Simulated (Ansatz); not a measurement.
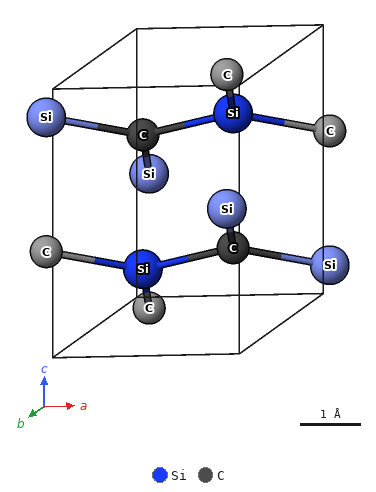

**Figure 1.** The structure as given in the input (ball-and-stick view of the cell of the calculation, seen at an oblique angle; neighbours outside the cell are drawn fainter). Near neighbours in the crystal (not all of them lie inside the picture): Si has 3 C at 1.83 Å; C has 3 Si at 1.83 Å.

**SiC: single-point calculation**

System: SiC (P6₃/mmc, 4 atoms in the cell).
Method: DFT, PBE, plane waves, PAW, no spin polarisation (Ansatz 0.2.0).

The structure was built on a prototype by a generator. The geometry comes from this level: PBE. It belongs to a series of runs on one base structure; here: own cell.

## Output
```
scf.n_extra_bands = 5 over 8 filled bands (N_el = 16.0): the run solves 13 bands
Engine: ansatz 0.2.0, aarch64-unknown-linux-gnu
Pseudopotentials: kind: paw
Pseudopotential: Si, paw, valence charge 4, recommended cutoff 420 eV (normal), Si.paw.azcp
Pseudopotential: C, paw, valence charge 4, recommended cutoff 420 eV (normal), C.paw.azcp
Functional definition: PBE
  parameter kappa = 0.804
  parameter beta = 0.06672455060314922
  exchange = pbe_x(kappa = kappa, mu = beta*pi^2/3)
  correlation = pbe_c(beta = beta)
Crystal: 4 atoms, lattice volume = 42.246 Å³
Basis set: ecut = 420 eV, 821 PW (Γ), exchange–correlation on 48×48×72 points (8 copies of the dense FFT grid, shifted against one another)
Bands: 13, of which v1, the nominal top of the filled ones, is band 8 counted from 1 (7 counted from 0)
Symmetry: 24 space group operations
Space group: P63/mmc (ITA 194), of the structure as read, at distance tolerance 3.5e-5 Å
k-points: 36 of 324
Non-local potential: Si, projectors of the file, l = 0: 2, l = 1: 2, l = 2: 2
Non-local potential: C, projectors of the file, l = 0: 2, l = 1: 2, l = 2: 1
PAW form: soft (Blöchl's): semilocal exchange-correlation on the pseudo side does not see the compensation charge
PAW one-centre angular grid: Si, 110 points (default); XC on 64 Gauss nodes
PAW one-centre angular grid: C, 110 points (default); XC on 64 Gauss nodes
Initial density: superposition of atomic densities (neutral atoms: chi_scale 0, normalization atom), corrected by the library's trained network
Initial wavefunctions: pseudopotential atomic-orbital guess
Functional: x = pbe(κ = 0.804, μ = 0.2195149727645171), c = pbe(β = 0.06672455060314922)
SCF iter   1: F=—  HF=-1772.514188 eV  |F-HF|=—  |Δ(HF+E_count)|=         —  Δρ=2.68e-3  dr2=2.55e-3  ethr=1.77e-3  ⟨swp⟩=6.1  Hψ=3212  notcnv=0
preconditioner: auto → none  [insulator: Δε(μ)=0.126 eV  Ē_g=11.999 eV  σ=0.020 eV  W_gap=0.82  n_scr=8 (ndim 8)  ℏωp=22.9 eV  f_vac=0.000  D(μ)=0.28/eV (n_scr^D=0)  ε∞_Penn≈4.6]
SCF iter   2: F=—  HF=-1772.514562 eV  |F-HF|=—  |Δ(HF+E_count)|=   3.74e-4  Δρ=1.06e-3  dr2=2.83e-4  ethr=1.59e-5  ⟨swp⟩=2.2  Hψ=1149  notcnv=0  defer=25
SCF iter   3: F=—  HF=-1772.514795 eV  |F-HF|=—  |Δ(HF+E_count)|=   2.33e-4  Δρ=2.19e-4  dr2=8.00e-6  ethr=1.77e-6  ⟨swp⟩=2.4  Hψ=726  notcnv=0  defer=25
SCF iter   4: F=—  HF=-1772.514847 eV  |F-HF|=—  |Δ(HF+E_count)|=   5.13e-5  Δρ=2.43e-5  dr2=1.40e-7  ethr=5.00e-8  ⟨swp⟩=2.2  Hψ=714  notcnv=0  defer=25
iter 5 did not close the SCF: its close was put off for the readings that it lacked (scf_convergence_deferred on its scf_iter line)
SCF iter   5: F=-1772.514847 eV  HF=-1772.514847 eV  |F-HF|=2.81e-9  |Δ(HF+E_count)|=   2.43e-7  Δρ=3.19e-6  dr2=3.12e-9  ethr=8.72e-10  ⟨swp⟩=2.0  Hψ=707  notcnv=0  defer=25
SCF iter   6: F=-1772.514847 eV  HF=-1772.514847 eV  |F-HF|=2.14e-11  |Δ(HF+E_count)|=   3.64e-9  Δρ=2.15e-7  dr2=1.34e-11  ethr=1.95e-11  ⟨swp⟩=4.4  Hψ=1973  notcnv=0
SCF 1 converged in 6 iterations: F = -1772.514847 eV  dr2 = 1.34e-11
  greatest PAW one-centre occupation: 0.651 electrons in one spin orbital (limit 2), on the C atom at site 3 (counted from 0), in its partial waves of l = 0
SCF converged after 6 iterations
Free energy (F): -1772.514847 eV
Harris-Foulkes:  -1772.514847 eV  (|F-HF|=2.14e-11)
Internal energy: -1772.514497 eV  (E = F + TS)
E sigma→0 (E₀):  -1772.514672 eV
Entropy (-TS):   -0.000350 eV (-0.087 meV/atom)
Fermi energy:    11.474967 eV
--- Per-component energies (eV) ---
  E_band       = 55.022525
  E_kinetic    = 269.715991
  E_local      = -213.181032  (includes V_loc(G=0)·N_el)
  E_nonlocal   = 102.813304
  E_hartree    = 65.676124
  E_xc         = -210.172055
  E_vxc        = -217.661891  (∫ρ·V_xc dr)
  E_paw        = -1223.722189  (= ΣΔE_a)
  E_vpaw       = -18.016085  (= ΣTr[D̂ρ^β])
  E_aug_tail   = 0.000028  (compensation charges beyond the density's cutoff)
  E_ewald      = -563.644668
  E_smearing   = -0.000350  (= −TS)
  E_closure    = 0.000000  (closes the sum)
  Σ components = -1772.514847   (vs F -1772.514847, Δ=0.00e0)
--- Forces (eV/Å), atoms counted from 1 ---
  atom   1  Si     0.00000000     0.00000000     0.00000000
  atom   2  Si     0.00000000    -0.00000000     0.00000000
  atom   3  C     -0.00000000    -0.00000000     0.00000000
  atom   4  C      0.00000000     0.00000000     0.00000000
  max |Σ_I F_I| component: 0.00e0 eV/Å
--- Stress (GPa, compression-positive) ---
        0.601205       0.000000       0.000000
       -0.000000       0.601205       0.000000
        0.000000       0.000000      -0.732286
  P = ⅓ Tr σ = 0.1567 GPa (1.567 kbar)
--- Band table (eV; the first three rows and the last of 36) ---
  k-point 0: bands = ["-6.0741", "-2.4233", "1.9376", "7.0792", "7.0792", "8.4596", "8.4596", "11.7209", "12.7199", "15.2149", "15.3004", "15.3004", "17.3345"]
  k-point 1: bands = ["-5.7491", "-3.4016", "3.4769", "7.2576", "7.2576", "8.2316", "8.2316", "9.7392", "13.0666", "15.4040", "15.4040", "15.7706", "16.8057"]
  k-point 2: bands = ["-4.8044", "-4.8044", "6.4840", "6.4840", "7.7198", "7.7198", "7.7198", "7.7198", "14.1143", "14.1143", "15.9209", "15.9209", "15.9209"]
  k-point 35: bands = ["-1.3582", "-1.3582", "1.2642", "1.2642", "3.4560", "3.4560", "9.3930", "9.3930", "13.1131", "13.1131", "16.5291", "16.5291", "19.0051"]
```

This output came from the following input.

## Input file
```yaml
crystal:
  lattice:
    - [3.1648622694, 0.0, 0.0]
    - [-1.5824311347, 2.7408511248, 0.0]
    - [0.0, 0.0, 4.8701421962]
  atoms:
    - { symbol: Si, position: [0.3333333333, 0.6666666667, 0.25] }
    - { symbol: Si, position: [0.6666666667, 0.3333333333, 0.75] }
    - { symbol: C, position: [0.6666666667, 0.3333333333, 0.25] }
    - { symbol: C, position: [0.3333333333, 0.6666666667, 0.75] }
kpoints:
  mp_grid: { grid: [9, 9, 4] }
hamiltonian:
  xc: pbe
scf:
  occupations: { method: fermi_dirac, width: 0.02 }
  n_extra_bands: 5
output:
  forces: true
  stress: true
  eigenvalues: true
```

Launched with:
```bash
ansatz run input.yaml --threads 2 --pin off --max-ram 2764MiB --backend cpu --events-out ev --progress --plain --runs-dir out
```

## Key numbers

| quantity | value |
| --- | --- |
| outcome | converged |
| space group (tolerance 0.01 Å) | P6₃/mmc (194) |
| electrons treated | 16 |
| free energy | −1772.5148 eV |
| Fermi energy | 11.475 eV |
| band gap | none (metallic) |
| pressure | 0.16 GPa |
| largest force (length of the vector) | under 0.001 eV/Å |
| hardware | 2 threads of Arm Neoverse V1, 24 GiB of memory available, shared host |
| wall time | 0.81 s (CPU time 1.5 s) |
| peak memory | 0.29 GiB |
